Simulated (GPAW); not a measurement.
```
CELL_PARAMETERS angstrom
5.60500 0.00000 0.00000
0.00000 5.60500 0.00000
0.00000 0.00000 5.60500
ATOMIC_POSITIONS crystal
Pb 0.50000 0.50000 0.50000
Cs 0.00000 0.00000 0.00000
Cl 0.50000 0.00000 0.50000
Cl 0.00000 0.50000 0.50000
Cl 0.50000 0.50000 0.00000
```

Space group Pm-3m.

Computed with GPAW, Kohn-Sham DFT of a periodic cell, PBE, GPAW PAW data sets (gpaw-data 1.2.1).

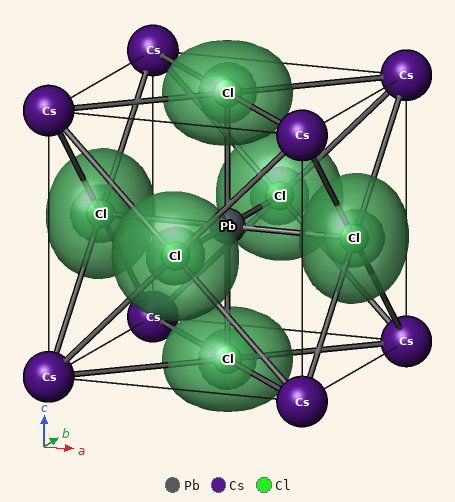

CsPbCl3. Isosurface of the ELF at 0.7 (green), seen slightly off an axis. Core shells and regions of very low density are left out. Sticks mark near contacts.

In a PAW calculation such maps are meaningful between the atoms, not at the nuclei.

What do the ELF domains correspond to?

The ELF exceeds this value in three regions wrapped around Cl (the valence shell of each), counted in one cell of 5 atoms. Regions shared between cells count once. Along the contacts the grid gives the following. Pb–Cl (2.80 Å): the ELF peaks at about 0.85 in the valence shell of Cl, 0.8 Å from its nucleus, and drops to about 0.20 between the two atoms. Cs–Cl (3.96 Å): the ELF is about 0 at the midpoint (a closed-shell, largely ionic contact).

Does the calculation make it a metal, or give it a gap?

It is gapped, with a Kohn–Sham gap of 2.9 eV on the k-point mesh, an upper bound to the gap of this method.
